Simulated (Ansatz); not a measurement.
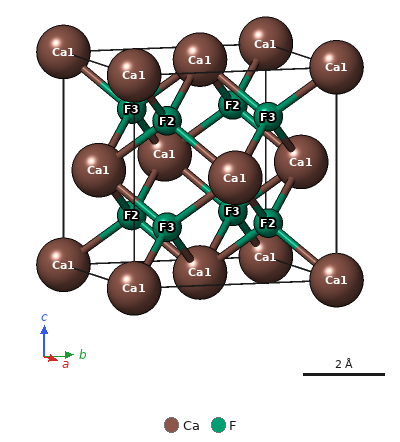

The input geometry (ball-and-stick view of the cell 4 times as large as that of the calculation, set on its symmetry axes, seen slightly off an axis; atoms are numbered from 1 in the order of the input). Near neighbours in the crystal (not all of them lie inside the picture): Ca has 8 F at 2.31 Å; F has 4 Ca at 2.31 Å.

CaF₂: geometry relaxation (part 1 of 2)

The run: geometry relaxation of CaF₂ (Fm-3m, 3 atoms in the cell). Method and program: DFT LDA, scalar-relativistic, plane waves, PAW, no spin polarisation (Ansatz 0.2.0).

The structure derives from an entry of the Crystallography Open Database. It belongs to a series of runs on one base structure; here: relaxed at 1 GPa. Figures and captions count atoms from 1; the log counts them from 0 in places.

Log:
```
Engine: ansatz 0.2.0, x86_64-unknown-linux-gnu
Pseudopotentials: kind: paw
Pseudopotential: Ca, paw, valence charge 10, recommended cutoff 420 eV (normal), Ca.paw.azcp
Pseudopotential: F, paw, valence charge 7, recommended cutoff 420 eV (normal), F.paw.azcp
Functional definition: SPW92
  exchange = slater_x
  correlation = pw_c
Crystal: 3 atoms, lattice volume = 37.769 Å³
Basis set: ecut = 420 eV, 725 PW (Γ)
Bands: 16, of which v1, the nominal top of the filled ones, is band 12 counted from 1 (11 counted from 0)
Symmetry: 48 space group operations
Space group: Fm-3m (ITA 225), of the structure as read, at distance tolerance 3.4e-5 Å
k-points: 29 of 512
Non-local potential: Ca, projectors of the file, l = 0: 3, l = 1: 2, l = 2: 2
Non-local potential: F, projectors of the file, l = 0: 2, l = 1: 2, l = 2: 1
PAW form: soft (Blöchl's): semilocal exchange-correlation on the pseudo side does not see the compensation charge
PAW frozen core: Ca, regenerated for the run's functional, and the local potential with it (the file was generated under x = pbe(κ = 0.804, μ = 0.2195149727645171), c = pbe(β = 0.06672455060314922))
PAW frozen core: F, regenerated for the run's functional, and the local potential with it (the file was generated under x = pbe(κ = 0.804, μ = 0.2195149727645171), c = pbe(β = 0.06672455060314922))
PAW one-centre angular grid: Ca, 110 points (default); XC on 64 Gauss nodes
PAW one-centre angular grid: F, 110 points (default); XC on 64 Gauss nodes
Initial density: superposition of atomic densities (neutral atoms: chi_scale 0, normalization atom), corrected by the library's trained network
Initial wavefunctions: pseudopotential atomic-orbital guess
Functional: x = slater, c = lda
SCF iter   1: F=—  HF=-3366.688696 eV  |F-HF|=—  |Δ(HF+E_count)|=         —  Δρ=1.95e-2  dr2=1.02e-1  ethr=1.77e-3  ⟨swp⟩=4.3  Hψ=2335  notcnv=0  defer=27
preconditioner: auto → none  [insulator: Δε(μ)=7.107 eV  Ē_g=18.384 eV  n_scr=14 (ndim 8)  ℏωp=28.3 eV  f_vac=0.099  ε∞_Penn≈3.4]
SCF iter   2: F=—  HF=-3366.662066 eV  |F-HF|=—  |Δ(HF+E_count)|=   2.66e-2  Δρ=1.00e-2  dr2=1.77e-2  ethr=4.24e-4  ⟨swp⟩=2.0  Hψ=1046  notcnv=0  defer=52
SCF iter   3: F=—  HF=-3366.656325 eV  |F-HF|=—  |Δ(HF+E_count)|=   5.74e-3  Δρ=2.03e-3  dr2=8.06e-4  ethr=7.38e-5  ⟨swp⟩=2.0  Hψ=736  notcnv=0  defer=52
SCF iter   4: F=—  HF=-3366.656085 eV  |F-HF|=—  |Δ(HF+E_count)|=   2.41e-4  Δρ=4.91e-4  dr2=2.49e-5  ethr=3.36e-6  ⟨swp⟩=2.2  Hψ=707  notcnv=0  defer=55
SCF iter   5: F=—  HF=-3366.656077 eV  |F-HF|=—  |Δ(HF+E_count)|=   7.81e-6  Δρ=3.34e-5  dr2=1.56e-7  ethr=1.04e-7  ⟨swp⟩=2.7  Hψ=781  notcnv=0  defer=20
SCF iter   6: F=-3366.656077 eV  HF=-3366.656077 eV  |F-HF|=1.35e-9  |Δ(HF+E_count)|=   1.24e-8  Δρ=2.73e-6  dr2=2.18e-9  ethr=4.17e-10  ⟨swp⟩=9.3  Hψ=3474  notcnv=0
SCF 1 converged in 6 iterations: F = -3366.656077 eV  dr2 = 2.18e-9
  greatest PAW one-centre occupation: 0.996 electrons in one spin orbital (limit 2), on the Ca atom at site 0 (counted from 0), in its partial waves of l = 0
relax step   1: F+E_penalty+E_count = -3366.65607669 eV  Δ(F+E_penalty+E_count) = +0.000e0 eV  max|allowed force component| = 8.481e-18 eV/Å  Δτ_max = 0.0000 Å  P = -0.003 GPa  Ω = 37.769 Å³  (6 SCF iters, dr2 threshold 1.00e-7 eV, accepted)
Crystal: 3 atoms, lattice volume = 37.484 Å³
Initial density: handed on by an earlier stage of this run
Initial wavefunctions: those handed on with the density
iter 1 solved again at ethr=7.98e-7 eV; its pass at ethr=3.10e-3 eV (dr2=1.92e-4 eV) is discarded
SCF iter   1: F=—  HF=-3366.656970 eV  |F-HF|=—  |Δ(HF+E_count)|=         —  Δρ=5.63e-4  dr2=1.90e-4  ethr=7.98e-7  ⟨swp⟩=2.0  Hψ=2473  notcnv=0  defer=37
preconditioner: auto → none  [insulator: Δε(μ)=7.421 eV  Ē_g=18.579 eV  n_scr=14 (ndim 8)  ℏωp=28.4 eV  f_vac=0.092  ε∞_Penn≈3.3]
SCF iter   2: F=—  HF=-3366.656894 eV  |F-HF|=—  |Δ(HF+E_count)|=   7.60e-5  Δρ=4.11e-4  dr2=3.27e-5  ethr=7.94e-7  ⟨swp⟩=2.0  Hψ=838  notcnv=0  defer=55
SCF iter   3: F=—  HF=-3366.656887 eV  |F-HF|=—  |Δ(HF+E_count)|=   7.30e-6  Δρ=1.49e-4  dr2=7.36e-6  ethr=1.36e-7  ⟨swp⟩=2.0  Hψ=783  notcnv=0  defer=55
SCF iter   4: F=—  HF=-3366.656885 eV  |F-HF|=—  |Δ(HF+E_count)|=   1.89e-6  Δρ=3.77e-5  dr2=3.01e-7  ethr=3.07e-8  ⟨swp⟩=2.0  Hψ=632  notcnv=0  defer=55
SCF iter   5: F=-3366.656885 eV  HF=-3366.656885 eV  |F-HF|=1.83e-9  |Δ(HF+E_count)|=   5.08e-9  Δρ=4.46e-6  dr2=3.73e-9  ethr=1.25e-9  ⟨swp⟩=10.6  Hψ=3445  notcnv=0
SCF 2 converged in 5 iterations: F = -3366.656885 eV  dr2 = 3.73e-9
relax step   2: F+E_penalty+E_count = -3366.65688521 eV  Δ(F+E_penalty+E_count) = -8.085e-4 eV  max|allowed force component| = 1.234e-17 eV/Å  Δτ_max = 0.0000 Å  P = +0.856 GPa  Ω = 37.484 Å³  energy of the carried Pulay correction = +1.564e-3 eV  (5 SCF iters, dr2 threshold 3.00e-7 eV, accepted)
Crystal: 3 atoms, lattice volume = 37.436 Å³
iter 1 solved again at ethr=2.24e-8 eV; its pass at ethr=3.10e-3 eV (dr2=5.38e-6 eV) is discarded
SCF iter   1: F=—  HF=-3366.656873 eV  |F-HF|=—  |Δ(HF+E_count)|=         —  Δρ=9.41e-5  dr2=5.33e-6  ethr=2.24e-8  ⟨swp⟩=2.0  Hψ=2394  notcnv=0
preconditioner: auto → none  [insulator: Δε(μ)=7.435 eV  Ē_g=18.594 eV  n_scr=14 (ndim 8)  ℏωp=28.5 eV  f_vac=0.092  ε∞_Penn≈3.3]
SCF iter   2: F=—  HF=-3366.656871 eV  |F-HF|=—  |Δ(HF+E_count)|=   2.06e-6  Δρ=6.80e-5  dr2=9.17e-7  ethr=2.22e-8  ⟨swp⟩=2.1  Hψ=782  notcnv=0
SCF iter   3: F=—  HF=-3366.656871 eV  |F-HF|=—  |Δ(HF+E_count)|=   1.84e-7  Δρ=2.58e-5  dr2=2.14e-7  ethr=3.82e-9  ⟨swp⟩=2.0  Hψ=783  notcnv=0
SCF iter   4: F=-3366.656871 eV  HF=-3366.656871 eV  |F-HF|=1.01e-9  |Δ(HF+E_count)|=   5.09e-8  Δρ=6.43e-6  dr2=8.89e-9  ethr=2.17e-10  ⟨swp⟩=9.8  Hψ=3266  notcnv=0
SCF 3 converged in 4 iterations: F = -3366.656871 eV  dr2 = 8.89e-9
relax step   3: F+E_penalty+E_count = -3366.65687112 eV  Δ(F+E_penalty+E_count) = +1.409e-5 eV  max|allowed force component| = 4.472e-17 eV/Å  Δτ_max = 0.0000 Å  P = +1.001 GPa  Ω = 37.436 Å³  energy of the carried Pulay correction = +1.826e-3 eV  (4 SCF iters, dr2 threshold 5.22e-8 eV, accepted)
Initial wavefunctions: pseudopotential atomic-orbital guess (no wavefunctions were taken with the density)
iter 1 solved again at ethr=1.01e-6 eV; its pass at ethr=3.10e-3 eV (dr2=2.43e-4 eV) is discarded
SCF iter   1: F=—  HF=-3366.654809 eV  |F-HF|=—  |Δ(HF+E_count)|=         —  Δρ=1.35e-4  dr2=9.80e-7  ethr=1.01e-6  ⟨swp⟩=2.1  Hψ=3428  notcnv=0  defer=54
preconditioner: auto → none  [insulator: Δε(μ)=7.436 eV  Ē_g=18.596 eV  n_scr=14 (ndim 8)  ℏωp=28.5 eV  f_vac=0.092  ε∞_Penn≈3.3]
SCF iter   2: F=—  HF=-3366.654809 eV  |F-HF|=—  |Δ(HF+E_count)|=   7.64e-7  Δρ=5.65e-5  dr2=3.54e-7  ethr=4.08e-9  ⟨swp⟩=2.0  Hψ=786  notcnv=0  defer=17
SCF iter   3: F=—  HF=-3366.654809 eV  |F-HF|=—  |Δ(HF+E_count)|=   3.57e-8  Δρ=3.05e-5  dr2=6.49e-8  ethr=1.48e-9  ⟨swp⟩=2.0  Hψ=638  notcnv=0  defer=17
SCF iter   4: F=—  HF=-3366.654809 eV  |F-HF|=—  |Δ(HF+E_count)|=   1.47e-8  Δρ=2.07e-6  dr2=3.58e-10  ethr=2.70e-10  ⟨swp⟩=2.0  Hψ=774  notcnv=0  defer=17
SCF iter   5: F=—  HF=-3366.654809 eV  |F-HF|=—  |Δ(HF+E_count)|=  1.14e-10  Δρ=5.53e-7  dr2=3.02e-11  ethr=1.49e-12  ⟨swp⟩=2.0  Hψ=698  notcnv=0  defer=17
SCF iter   6: F=-3366.654809 eV  HF=-3366.654809 eV  |F-HF|=4.55e-13  |Δ(HF+E_count)|=  8.19e-12  Δρ=1.86e-8  dr2=7.19e-14  ethr=1.00e-12  ⟨swp⟩=7.2  Hψ=2566  notcnv=0
SCF 4 converged in 6 iterations: F = -3366.654809 eV  dr2 = 7.19e-14
relax step   4: F+E_penalty+E_count = -3366.65480866 eV  Δ(F+E_penalty+E_count) = +2.062e-3 eV  max|allowed force component| = 3.701e-17 eV/Å  Δτ_max = 0.0000 Å  P = +0.912 GPa  Ω = 37.436 Å³  stress off target by 8.82e-2 GPa  SCF on the basis re-selected at this cell (its energy is not comparable with the rows above)  (6 SCF iters)
basis re-selected at this cell: Δ(F+E_penalty+E_count) = +2.062e-3 eV, ΔP = -0.090 GPa vs the last step (what re-selecting the basis moved, of the pressure what is left beyond the Pulay correction that the steps carried, after the strain that the cell walked since its last selection, with what the two solves' SCF thresholds leave and, on support functions, any second-order correction that the steps lacked; it is no measure of the basis error at this ecutwfc). This SCF's stress stands 8.82e-2 GPa from its target on what of the cell is left free (relax.cell.stress_tol is 2.00e-2 GPa) and its largest allowed force component is 3.70e-17 eV/Å (relax.f_tol is 1.00e-3 eV/Å): not within both, so this SCF does not close the relaxation
Crystal: 3 atoms, lattice volume = 37.407 Å³
iter 1 solved again at ethr=8.18e-9 eV; its pass at ethr=3.10e-3 eV (dr2=1.96e-6 eV) is discarded
SCF iter   1: F=—  HF=-3366.654799 eV  |F-HF|=—  |Δ(HF+E_count)|=         —  Δρ=5.72e-5  dr2=1.95e-6  ethr=8.18e-9  ⟨swp⟩=2.0  Hψ=2396  notcnv=0
preconditioner: auto → none  [insulator: Δε(μ)=7.441 eV  Ē_g=18.599 eV  n_scr=14 (ndim 8)  ℏωp=28.5 eV  f_vac=0.092  ε∞_Penn≈3.3]
SCF iter   2: F=—  HF=-3366.654798 eV  |F-HF|=—  |Δ(HF+E_count)|=   7.83e-7  Δρ=4.14e-5  dr2=3.31e-7  ethr=8.14e-9  ⟨swp⟩=2.1  Hψ=783  notcnv=0
SCF iter   3: F=—  HF=-3366.654798 eV  |F-HF|=—  |Δ(HF+E_count)|=   7.30e-8  Δρ=1.52e-5  dr2=7.58e-8  ethr=1.38e-9  ⟨swp⟩=2.0  Hψ=783  notcnv=0
SCF iter   4: F=-3366.654798 eV  HF=-3366.654798 eV  |F-HF|=5.21e-10  |Δ(HF+E_count)|=   1.94e-8  Δρ=3.89e-6  dr2=3.17e-9  ethr=8.11e-11  ⟨swp⟩=9.4  Hψ=3103  notcnv=0
SCF 5 converged in 4 iterations: F = -3366.654798 eV  dr2 = 3.17e-9
relax step   5: F+E_penalty+E_count = -3366.65479789 eV  Δ(F+E_penalty+E_count) = +1.077e-5 eV  max|allowed force component| = 2.698e-17 eV/Å  Δτ_max = 0.0000 Å  P = +0.997 GPa  Ω = 37.407 Å³  energy of the carried Pulay correction = +1.607e-4 eV  (4 SCF iters, dr2 threshold 1.95e-8 eV, accepted)
iter 1 solved again at ethr=1.07e-6 eV; its pass at ethr=3.10e-3 eV (dr2=2.57e-4 eV) is discarded
SCF iter   1: F=—  HF=-3366.654800 eV  |F-HF|=—  |Δ(HF+E_count)|=         —  Δρ=3.86e-6  dr2=2.73e-9  ethr=1.07e-6  ⟨swp⟩=2.1  Hψ=3428  notcnv=0  defer=53
eigensolver tolerance schedule: the retry pair's looser diagonalisation over-reported the residual by 94182.45 of it (diagonalisation noise at an unbounded share of the residual, at the tolerance the schedule requests for it); recorded, not acted on — ethr = c·dr2/N_el stays at c = 1.0e-1
preconditioner: auto → none  [insulator: Δε(μ)=7.441 eV  Ē_g=18.600 eV  n_scr=14 (ndim 8)  ℏωp=28.5 eV  f_vac=0.092  ε∞_Penn≈3.3]
SCF iter   2: F=—  HF=-3366.654798 eV  |F-HF|=—  |Δ(HF+E_count)|=   1.68e-6  Δρ=1.71e-6  dr2=1.17e-9  ethr=1.14e-11  ⟨swp⟩=3.6  Hψ=1119  notcnv=0  defer=18
SCF iter   3: F=—  HF=-3366.654798 eV  |F-HF|=—  |Δ(HF+E_count)|=  3.27e-11  Δρ=9.91e-7  dr2=2.74e-10  ethr=4.86e-12  ⟨swp⟩=2.8  Hψ=750  notcnv=0  defer=18
SCF iter   4: F=—  HF=-3366.654798 eV  |F-HF|=—  |Δ(HF+E_count)|=  8.46e-11  Δρ=9.28e-7  dr2=1.86e-10  ethr=1.14e-12  ⟨swp⟩=2.0  Hψ=783  notcnv=0  defer=18
SCF iter   5: F=—  HF=-3366.654798 eV  |F-HF|=—  |Δ(HF+E_count)|=  5.09e-11  Δρ=2.23e-7  dr2=1.40e-11  ethr=1.00e-12  ⟨swp⟩=2.2  Hψ=664  notcnv=0  defer=18
SCF iter   6: F=-3366.654798 eV  HF=-3366.654798 eV  |F-HF|=0.00e0  |Δ(HF+E_count)|=  7.28e-12  Δρ=1.87e-8  dr2=6.71e-14  ethr=1.00e-12  ⟨swp⟩=7.5  Hψ=2687  notcnv=0
SCF 6 converged in 6 iterations: F = -3366.654798 eV  dr2 = 6.71e-14
relax step   6: F+E_penalty+E_count = -3366.65479789 eV  Δ(F+E_penalty+E_count) = -5.402e-10 eV  max|allowed force component| = 2.159e-17 eV/Å  Δτ_max = 0.0000 Å  P = +0.994 GPa  Ω = 37.407 Å³  stress off target by 6.34e-3 GPa  SCF on the basis re-selected at this cell (its energy is not comparable with the rows above)  (6 SCF iters)
```

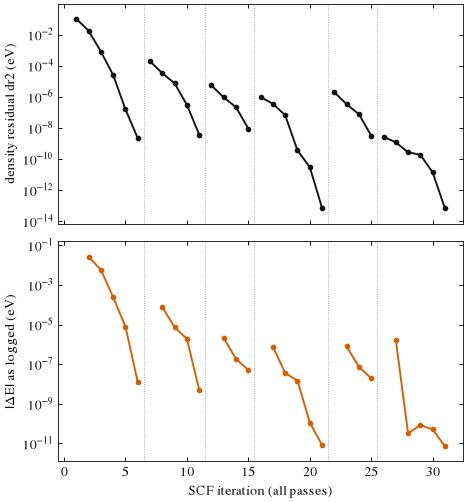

Convergence of the self-consistent field: density residual dr2 and size of the energy change against the SCF iteration. The dotted lines part the SCF passes of the relaxation: geometry steps, rejected trials and re-solves on a re-selected basis. The 6 passes take 4 to 6 iterations each, 31 in all.
